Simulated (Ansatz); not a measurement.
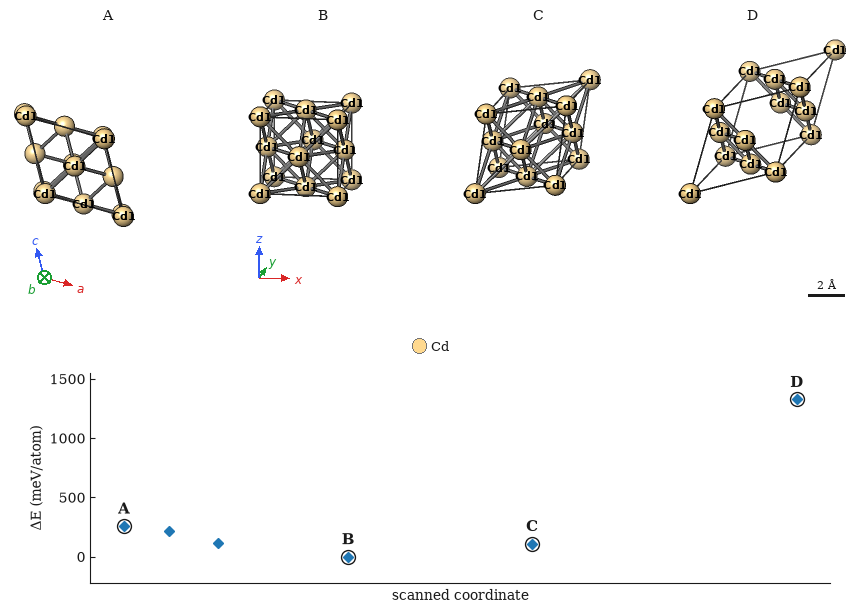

A scan of a crystal of Cd (Fm-3m) along one coordinate. x, y and z are the Cartesian axes of the input. The picture is a ball-and-stick view of the conventional cell (4 times the calculation's cell), seen slightly off an axis. Lengths and directions refer to the drawn axes.

These are results of DFT PBE, scalar-relativistic, plane waves, PAW (Ansatz 0.2.0), not measurements. (plane-wave cutoff 420 eV; k-point mesh 20 × 20 × 20; occupations gaussian; smearing width 0.15 eV; no spin polarisation). Energies (free energies at the smearing named) are counted from the cell as listed in its source, which wasn't relaxed.

Which coordinate changes from frame to frame?

Answer. The ratio of the cell's length along [111] to its lengths across, counted as 1 for the reference, is changed at fixed volume (a trigonal path), with the atoms kept at their fractional coordinates. In the frames the relative ratio is 0.50 (A), 1.00 (B), 1.41 (C), 2.00 (D). The lowest computed point lies at the relative ratio 1.00 (0 meV/atom). The unrelaxed reference is under a pressure of 2.1 GPa. The distortion takes the space group from Fm-3m to R-3m, except for Pm-3m at 0.50. At the relative ratio 2.00 the cell of the drawing goes a 4.436 → 4.980 Å, b 4.436 → 4.980 Å, c 4.436 → 4.980 Å, α 90.0° → 60.0°, β 90.0° → 60.0°, γ 90.0° → 60.0°.
